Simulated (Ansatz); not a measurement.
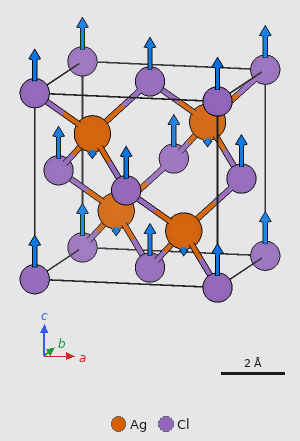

One vibrational mode of solid AgCl (a generated structure) at the zone centre. Displacements are drawn as blue arrows; their common scale and sign are arbitrary. A ball-and-stick model of the conventional cell (4 times the calculation's cell), seen slightly off an axis. Lengths and directions refer to the drawn axes.

These are results of DFT PBE, scalar-relativistic, plane waves, PAW (Ansatz 0.2.0), not measurements.

Input file:
```yaml
crystal:
  lattice:
    - [-2.1421818084, 2.1421818084, 3.0299842449]
    - [2.1421818084, -2.1421818084, 3.0299842449]
    - [2.1421818084, 2.1421818084, -3.0299842449]
  atoms:
    - { symbol: Ag, position: [0.25, 0.75, 0.5] }
    - { symbol: Cl, position: [0.0, 0.0, 0.0] }
basis:
  ecutwfc: 420
kpoints:
  mp_grid: { grid: [10, 10, 10] }
hamiltonian:
  xc: pbe
scf:
  occupations: { method: fixed }
output:
  eigenvalues: true
phonons:
  method: dfpt
  dielectric: true
  rigid_motions: translations
  eigenvectors: true
```

Launched with:
```bash
ansatz run input.yaml --threads 1 --pin off --max-ram 2560MiB --backend cpu --events-out ev --progress --plain --runs-dir out
```

Frequencies are those without the non-analytic (LO–TO) term.

Give the symmetry, activity and frequency of this mode.

This is the T₂ mode (triply degenerate; one member of the set is drawn) at 119 cm⁻¹, the only optical level, infrared- and Raman-active by symmetry. The Cl sublattice moves against the Ag sublattice, along c; the kinetic energy is shared as Cl 75 %, Ag 25 %.
